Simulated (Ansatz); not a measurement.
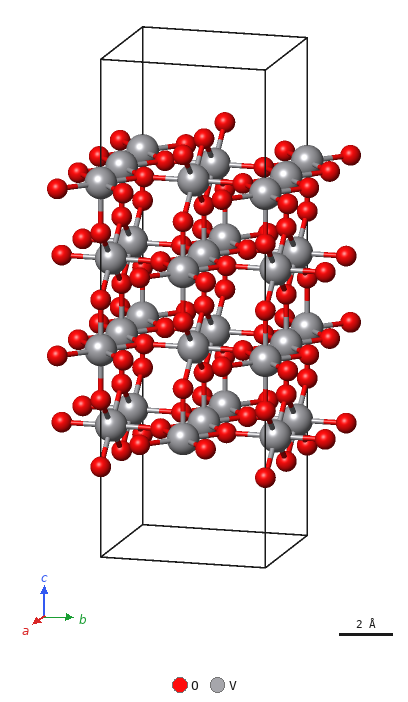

*The structure (ball-and-stick view of the 2 × 1 repeat of the cell, with the vacuum cut short, seen slightly off an axis; bonded neighbours outside the cell are drawn too).*

Single-point calculation, with input and output: VO2 (part 1 of 2)

VO2 (slab, 24 atoms in the cell), computed with DFT PBE, scalar-relativistic, plane waves, PAW, spin-polarised (Ansatz 0.2.0).

The structure derives from an entry of the Crystallography Open Database. It belongs to a series of runs on one base structure; here: (1 1 0) slab cut from the bulk. Figures and captions count atoms from 1; the log counts them from 0 in places.

### Output
```
Engine: ansatz 0.2.0, x86_64-unknown-linux-gnu
Pseudopotentials: kind: paw
Pseudopotential: O, paw, valence charge 6, recommended cutoff 420 eV (normal), O.paw.azcp
Pseudopotential: V, paw, valence charge 13, recommended cutoff 420 eV (normal), V.paw.azcp
Functional definition: PBE
  parameter kappa = 0.804
  parameter beta = 0.06672455060314922
  exchange = pbe_x(kappa = kappa, mu = beta*pi^2/3)
  correlation = pbe_c(beta = beta)
Crystal: 24 atoms, lattice volume = 502.579 Å³
Basis set: ecut = 420 eV, 9839 PW (Γ), exchange–correlation on 40×90×384 points (8 copies of the dense FFT grid, shifted against one another)
Bands: 128, of which v1, the nominal top of the filled ones, is band 100 counted from 1 (99 counted from 0)
Symmetry: 4 space group operations
k-points: 28 of 72
Non-local potential: O, projectors of the file, l = 0: 2, l = 1: 2, l = 2: 1
Non-local potential: V, projectors of the file, l = 0: 3, l = 1: 2, l = 2: 3, l = 3: 1
PAW form: soft (Blöchl's): semilocal exchange-correlation on the pseudo side does not see the compensation charge
PAW one-centre angular grid: O, 110 points (default); XC on 64 Gauss nodes
PAW one-centre angular grid: V, 590 points (default); XC on 64 Gauss nodes
Initial density: superposition of atomic densities (neutral atoms: chi_scale 0, normalization atom)
Starting moments: Σ|m| = 7.36 μB on 8 of 24 sites
Initial wavefunctions: pseudopotential atomic-orbital guess
Functional: x = pbe(κ = 0.804, μ = 0.2195149727645171), c = pbe(β = 0.06672455060314922)
SCF iter   1: F=—  HF=-32429.254018 eV  |F-HF|=—  |Δ(HF+E_count)|=         —  Δρ=8.14e-2 (↑7.97e-2 ↓8.14e-2)  dr2=1.36e2  dr2_m=2.58e-1  M=7.434 μB ∫|m|=7.638 μB  β_m=1.00  ethr=3.10e-3  p=0.000 e·Å  D=1.51e-13 V/Å  ΔV_dip=-0.00 eV  dr2_dipole=1.17e-8  V_vac-E_F(+/−)=7.27/7.27 eV  ⟨swp⟩=5.4  Hψ=25785  notcnv=0
Mixer restart at iter 1: flushing history
efield: sawtooth ramp at fractional position 0.9800 (placed from the atoms, in the widest stretch of the axis that holds none; the zero of the levels goes with the place), width 0.0400; the density the first Hamiltonian is built on has a dipole p = 0.000 e·Å; the dipole correction subtracts the counter field D = 1.51e-13 V/Å, which shifts the + side's vacuum level by -0.00 eV against the − side's; the planar-averaged density in the ramp window peaks in size at 1.2e-6 e/Å³
preconditioner: auto → LDOS  [metal: Δε(μ)=0.009 eV  Ē_g=11.526 eV  σ=0.100 eV  W_gap=0.05  n_scr=94 (ndim 8)  ℏωp=19.3 eV  f_vac=0.487  D(μ)=18.09/eV (n_scr^D=144)]
spin=Collinear: LDOS preconditioning applied to the charge; magnetization (m = ρ↑ − ρ↓) channel mixes plain (no charge-response kernel on spin).
SCF iter   2: F=—  HF=-32404.250622 eV  |F-HF|=—  |Δ(HF+E_count)|=    2.50e1  Δρ=4.76e-2 (↑4.08e-2 ↓4.76e-2)  dr2=4.51e1  dr2_m=1.38e-1  M=7.987 μB ∫|m|=8.544 μB  β_m=0.47  ethr=3.10e-3  p=-0.000 e·Å  D=-1.16e-4 V/Å  ΔV_dip=0.00 eV  dr2_dipole=5.52e-6  V_vac-E_F(+/−)=6.50/6.49 eV  ⟨swp⟩=2.9  Hψ=13360  notcnv=0  defer=718
density mixer auto → msr1: a metal under ldos (density of states about μ 1.71 of a free-electron gas's, 94 screened modes)
SCF iter   3: F=—  HF=-32392.091819 eV  |F-HF|=—  |Δ(HF+E_count)|=    1.22e1  Δρ=1.14e-2 (↑1.14e-2 ↓8.76e-3)  dr2=5.11e-1  dr2_m=1.53e-1  M=8.000 μB ∫|m|=9.480 μB  β_m=0.55  ethr=3.10e-3  p=-0.000 e·Å  D=-5.24e-5 V/Å  ΔV_dip=0.00 eV  dr2_dipole=1.69e-6  V_vac-E_F(+/−)=5.62/5.62 eV  ⟨swp⟩=3.2  Hψ=15433  notcnv=0  defer=796
SCF iter   4: F=—  HF=-32392.384539 eV  |F-HF|=—  |Δ(HF+E_count)|=   2.93e-1  Δρ=4.51e-3 (↑3.69e-3 ↓4.51e-3)  dr2=1.45e-1  dr2_m=3.27e-2  M=7.999 μB ∫|m|=9.565 μB  β_m=0.61  ethr=2.56e-4  p=0.000 e·Å  D=2.41e-5 V/Å  ΔV_dip=-0.00 eV  dr2_dipole=9.26e-8  V_vac-E_F(+/−)=5.59/5.59 eV  ⟨swp⟩=2.4  Hψ=13448  notcnv=0  defer=829
SCF iter   5: F=—  HF=-32392.422423 eV  |F-HF|=—  |Δ(HF+E_count)|=   3.79e-2  Δρ=1.48e-3 (↑1.48e-3 ↓7.81e-4)  dr2=7.94e-3  dr2_m=4.98e-3  M=7.999 μB ∫|m|=9.745 μB  β_m=0.75  ethr=7.26e-5  p=0.000 e·Å  D=1.91e-6 V/Å  ΔV_dip=-0.00 eV  dr2_dipole=1.05e-7  V_vac-E_F(+/−)=5.55/5.55 eV  ⟨swp⟩=2.2  Hψ=10847  notcnv=0  defer=829
SCF iter   6: F=—  HF=-32392.426250 eV  |F-HF|=—  |Δ(HF+E_count)|=   3.83e-3  Δρ=5.77e-4 (↑5.77e-4 ↓3.28e-4)  dr2=1.34e-3  dr2_m=7.07e-4  M=7.999 μB ∫|m|=9.804 μB  β_m=0.80  ethr=3.97e-6  p=0.000 e·Å  D=1.77e-5 V/Å  ΔV_dip=-0.00 eV  dr2_dipole=1.51e-10  V_vac-E_F(+/−)=5.52/5.52 eV  ⟨swp⟩=2.0  Hψ=12387  notcnv=0  defer=829
SCF iter   7: F=—  HF=-32392.426422 eV  |F-HF|=—  |Δ(HF+E_count)|=   1.72e-4  Δρ=2.25e-4 (↑2.25e-4 ↓1.77e-4)  dr2=3.48e-4  dr2_m=1.35e-4  M=7.999 μB ∫|m|=9.825 μB  β_m=0.86  ethr=6.71e-7  p=-0.000 e·Å  D=-6.49e-6 V/Å  ΔV_dip=0.00 eV  dr2_dipole=7.78e-8  V_vac-E_F(+/−)=5.52/5.52 eV  ⟨swp⟩=2.2  Hψ=11489  notcnv=0  defer=829
SCF iter   8: F=—  HF=-32392.426469 eV  |F-HF|=—  |Δ(HF+E_count)|=   4.75e-5  Δρ=9.87e-5 (↑9.87e-5 ↓5.89e-5)  dr2=5.84e-5  dr2_m=2.14e-5  M=7.999 μB ∫|m|=9.834 μB  β_m=0.87  ethr=1.74e-7  p=0.000 e·Å  D=3.44e-6 V/Å  ΔV_dip=-0.00 eV  dr2_dipole=6.25e-8  V_vac-E_F(+/−)=5.52/5.52 eV  ⟨swp⟩=2.0  Hψ=10312  notcnv=0  defer=829
SCF iter   9: F=—  HF=-32392.426480 eV  |F-HF|=—  |Δ(HF+E_count)|=   1.11e-5  Δρ=3.81e-5 (↑3.81e-5 ↓3.16e-5)  dr2=1.63e-5  dr2_m=2.40e-6  M=7.999 μB ∫|m|=9.840 μB  β_m=0.81  ethr=2.92e-8  p=-0.000 e·Å  D=-2.40e-6 V/Å  ΔV_dip=0.00 eV  dr2_dipole=3.60e-8  V_vac-E_F(+/−)=5.52/5.52 eV  ⟨swp⟩=2.1  Hψ=11558  notcnv=0  defer=829
SCF iter  10: F=—  HF=-32392.426481 eV  |F-HF|=—  |Δ(HF+E_count)|=   1.37e-7  Δρ=1.76e-5 (↑1.76e-5 ↓1.43e-5)  dr2=2.47e-6  dr2_m=6.09e-7  M=7.999 μB ∫|m|=9.841 μB  β_m=0.81  ethr=8.17e-9  p=0.000 e·Å  D=7.08e-7 V/Å  ΔV_dip=-0.00 eV  dr2_dipole=1.60e-8  V_vac-E_F(+/−)=5.52/5.52 eV  ⟨swp⟩=2.2  Hψ=10784  notcnv=0  defer=829
SCF iter  11: F=—  HF=-32392.426481 eV  |F-HF|=—  |Δ(HF+E_count)|=   8.42e-7  Δρ=4.36e-6 (↑4.29e-6 ↓4.36e-6)  dr2=7.21e-8  dr2_m=5.93e-8  M=7.999 μB ∫|m|=9.842 μB  β_m=0.82  ethr=1.24e-9  p=0.000 e·Å  D=2.42e-7 V/Å  ΔV_dip=-0.00 eV  dr2_dipole=7.89e-10  V_vac-E_F(+/−)=5.52/5.52 eV  ⟨swp⟩=2.8  Hψ=11611  notcnv=0  defer=829
SCF iter  12: F=—  HF=-32392.426482 eV  |F-HF|=—  |Δ(HF+E_count)|=   6.71e-8  Δρ=2.16e-6 (↑2.16e-6 ↓1.20e-6)  dr2=1.46e-8  dr2_m=9.42e-9  M=7.999 μB ∫|m|=9.842 μB  β_m=0.84  ethr=3.61e-11  p=-0.000 e·Å  D=-6.52e-8 V/Å  ΔV_dip=0.00 eV  dr2_dipole=3.18e-12  V_vac-E_F(+/−)=5.52/5.52 eV  ⟨swp⟩=2.9  Hψ=14580  notcnv=0  defer=829
SCF iter  13: F=-32392.426482 eV  HF=-32392.426482 eV  |F-HF|=7.17e-9  |Δ(HF+E_count)|=   6.93e-9  Δρ=1.00e-6 (↑1.00e-6 ↓4.66e-7)  dr2=9.75e-9  dr2_m=1.32e-9  M=7.999 μB ∫|m|=9.842 μB  ethr=7.28e-12  p=0.000 e·Å  D=5.60e-8 V/Å  ΔV_dip=-0.00 eV  dr2_dipole=1.09e-11  V_vac-E_F(+/−)=5.52/5.52 eV  ⟨swp⟩=14.4  Hψ=55544  notcnv=0
SCF 1 converged in 13 iterations: F = -32392.426482 eV  dr2 = 9.75e-9
  greatest PAW one-centre occupation: 1.000 electrons in one spin orbital (limit 2), on the V atom at site 20 (counted from 0), in its partial waves of l = 0
```

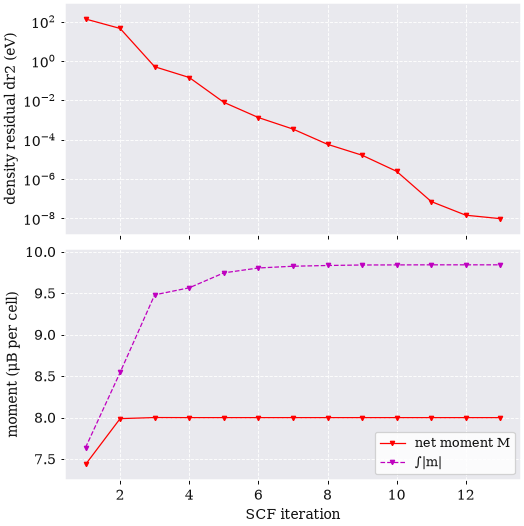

*Convergence of the self-consistent field: density residual dr2 and magnetic moment against the SCF iteration.*

The residual falls at every step. The net moment goes from 7.4 to 8.0 μB per cell.

```
WARN: The output density's exchange-correlation potential varies sharply where the density is thin. Do not read a vacuum level from v_tot or v_xc, or from such a field of the output density. On a cell that repeats whose density bears no net charge and no dipole along the vacuum's axis use v_es (v_loc + v_h of the components); under efield.dipole_correction with no amplitude use v_es + v_field, which holds any external_charges[].barrier, or the levels of the report's work_function block, which leave it out; under a non-zero efield.amplitude the vacuum is tilted and has no level; on a cell that repeats and bears such a dipole with no correction it is tilted too, and efield.dipole_correction with no amplitude gives each side of its ramp a level where efield: is served; in a cell that repeats whose density bears a net charge (total_charge, or a fill off its count) it is curved and has none; of a slab under crystal.periodic whose density bears no net charge use v_es, which has a level on each side, short of where the two are joined; of another it falls or rises all the way out and has none; of a slab beside external_charges read slab_vacuum_level instead, which it has where they leave it neutral. The grid or the basis barely resolves most such structure, and the values can differ between equally converged runs; as a rule a tighter scf.convergence.dr2_threshold does not remove it. Where the density itself ripples (under the LDA too) a higher basis.ecutwfc lessens it. The files hold the spikes' plane waves up to the density's cutoff. Files: v_tot_of_output_density and the like, and their columns of v_z.tsv (output.write_potential); v_xc_of_output_density and the like, and their columns of v_comp_z.tsv (output.write_potential_components). Measured: with its Gaussian average of σ = 0.25 Å subtracted twice, the exchange-correlation potential is over 0.1 eV at 3894 of the grid points where the equally averaged density (valence and model cores) is under 1e-3 e/Å³, and 0.988 eV at the most among them, at an averaged density of 6.1e-8 e/Å³. The input density's (outcome.potential() and, of a run that writes arrays, v_tot and v_xc) is over 0.1 eV, so measured, at 754 points of its own thin density, 0.679 eV at the most. See output.write_potential in the manual, Limitations
SCF converged after 13 iterations
Magnetization: 7.9988 μB (103.9994 up, 96.0006 down)
Absolute magnetization: 9.8429 μB (∫|ρ↑−ρ↓|, with the PAW one-centre terms)
Spin contamination: 0.1755 ħ² per cell (⟨S²⟩ above its minimum at these occupations)
Per-site moments (μB) at R_I (Å): [(-0.06773977872354488, 0.7929141653623981), (1.095636545113497, 0.7929141660390896), (0.5488506244281633, 0.7929141653623981), (-0.04812249328795304, 0.7929141660390897), (-0.04812249328795292, 0.7929141660390896), (-0.03769856149698524, 0.7929141661223786), (-0.06668397623922961, 0.7929141661223791), (0.8277526930544599, 0.7929141660390897), (0.8719567553223617, 0.7929141661223786), (-0.04856672732877124, 0.7929141660390897), (-0.04856672732877073, 0.7929141660390897), (-0.042601012483828055, 0.7929141661223786), (-0.04260098273444999, 0.7929141661223791), (0.8277518549347204, 0.7929141660390896), (0.8719573657259493, 0.7929141661223786), (-0.04856678447879438, 0.7929141660390897), (-0.04856678447879466, 0.7929141660390896), (-0.0666839868123121, 0.7929141661223786), (-0.03769945956831555, 0.7929141661223786), (1.0956369297114046, 0.7929141660390897), (0.5488513384442893, 0.7929141653623979), (-0.048122465040636574, 0.7929141660390897), (-0.0481224650406365, 0.7929141660390897), (-0.06773969379047214, 0.7929141653623979)]
Free energy (F): -32392.426482 eV
Harris-Foulkes:  -32392.426482 eV  (|F-HF|=7.17e-9)
Internal energy: -32392.363679 eV  (E = F + TS)
E sigma→0 (E₀):  -32392.395080 eV
Entropy (-TS):   -0.062803 eV (-2.617 meV/atom)
Fermi energy:    2.327114 eV
Dipole field:    D = -0.000003 V/Å  (p = -0.000008 e·Å, saw-weighted, corrected)
Work function:   Φ+ = 5.5218 eV   Φ− = 5.5217 eV
Levels:          The Fermi level and band energies are counted from a zero that moves with the ramp; work functions are not
--- Per-component energies (eV) ---
  E_band       = -3500.691700
  E_kinetic    = 5466.544321
  E_local      = -267515.669751  (includes V_loc(G=0)·N_el)
  E_nonlocal   = 370.707165
  E_hartree    = 131554.223420
  E_xc         = -2216.903683
  E_vxc        = -2819.571227  (∫ρ·V_xc dr)
  E_paw        = -11406.012373  (= ΣΔE_a)
  E_vpaw       = -2111.213242  (= ΣTr[D̂ρ^β])
  E_aug_tail   = 0.041266  (compensation charges beyond the density's cutoff)
  E_efield     = 0.000000  (sawtooth field / dipole correction)
  E_vefield    = 0.000000  (∫n·V_field dr)
  E_ewald      = 111354.705957
  E_smearing   = -0.062803  (= −TS)
  E_closure    = 0.000000  (closes the sum)
  Σ components = -32392.426482   (vs F -32392.426482, Δ=0.00e0)
--- Forces (eV/Å), atoms counted from 1 ---
  atom   1  O      0.00000000     0.00000000     2.63508883
  atom   2  V      0.00000000     0.00000000     2.78960378
  atom   3  V      0.00000000     0.00000000    -3.29020802
  atom   4  O      0.00000000     0.59180992    -0.88149481
  atom   5  O      0.00000000    -0.59180992    -0.88149481
  atom   6  O      0.00000000     0.00000000     0.27631390
  atom   7  O      0.00000000     0.00000000    -0.76241993
  atom   8  V      0.00000000     0.00000000     0.17281264
  atom   9  V      0.00000000     0.00000000     0.00753604
  atom  10  O      0.00000000     0.00843539    -0.02552966
  atom  11  O      0.00000000    -0.00843539    -0.02552966
  atom  12  O      0.00000000     0.00000000     0.03249749
  atom  13  O      0.00000000     0.00000000    -0.03250146
  atom  14  V      0.00000000     0.00000000    -0.17280951
  atom  15  V      0.00000000     0.00000000    -0.00753292
  atom  16  O      0.00000000     0.00843182     0.02552671
  atom  17  O      0.00000000    -0.00843182     0.02552671
  atom  18  O      0.00000000     0.00000000     0.76241684
  atom  19  O      0.00000000     0.00000000    -0.27631889
  atom  20  V      0.00000000     0.00000000    -2.78960434
  atom  21  V      0.00000000     0.00000000     3.29020368
  atom  22  O      0.00000000     0.59181447     0.88149991
  atom  23  O      0.00000000    -0.59181447     0.88149991
  atom  24  O      0.00000000     0.00000000    -2.63508212
  max |Σ_I F_I| component: 3.22e-7 eV/Å
--- Stress (GPa, compression-positive) ---
       -1.705669       0.000000       0.000000
        0.000000       0.183467       0.000000
        0.000000       0.000000      -2.680683
  P = ⅓ Tr σ = -1.4010 GPa (-14.010 kbar)
--- Band table (eV; the first three rows and the last of 56) ---
  k-point 0 ↑: bands = ["-63.8213", "-63.8213", "-63.7410", "-63.7407", "-63.7130", "-63.7127", "-63.6794", "-63.6794", "-37.6501", "-37.6501", "-37.5893", "-37.5881", "-37.5637", "-37.5605", "-37.5503", "-37.5496", "-37.5261", "-37.5228", "-37.5020", "-37.5020", "-37.4887", "-37.4850", "-37.4849", "-37.4846", "-37.4845", "-37.4832", "-37.4716", "-37.4693", "-37.4506", "-37.4493", "-37.3906", "-37.3906", "-17.6175", "-17.4389", "-17.1957", "-16.9963", "-16.8077", "-16.5603", "-16.2998", "-16.2641", "-16.0263", "-16.0236", "-15.9498", "-15.9044", "-15.8734", "-15.8032", "-15.0385", "-15.0347", "-5.3278", "-5.2592", "-5.1911", "-5.1129", "-4.8654", "-4.7170", "-4.2750", "-4.1371", "-4.0873", "-3.8542", "-3.1785", "-3.1781", "-3.1335", "-3.0763", "-3.0482", "-3.0470", "-3.0096", "-2.7792", "-2.7655", "-2.3930", "-2.3398", "-2.2909", "-2.0894", "-2.0667", "-1.8886", "-1.8610", "-1.6222", "-1.4959", "-1.3470", "-1.2798", "-1.0911", "-0.9702", "-0.9061", "-0.8228", "-0.6629", "-0.5397", "-0.3400", "-0.3137", "-0.2276", "-0.1893", "-0.1786", "0.0264", "0.1538", "0.1978", "0.3134", "0.4315", "0.6182", "0.6763", "1.3267", "1.3326", "1.3462", "1.3499", "1.5886", "1.6561", "1.9510", "1.9646", "2.0028", "2.0107", "2.0210", "2.0221", "2.2650", "2.2869", "2.3169", "2.4008", "2.4044", "2.6482", "3.0938", "3.5041", "3.5078", "3.5841", "3.6804", "3.7342", "3.9061", "4.1115", "4.6189", "5.1720", "5.5268", "5.5582", "6.1619", "6.1635"]
```
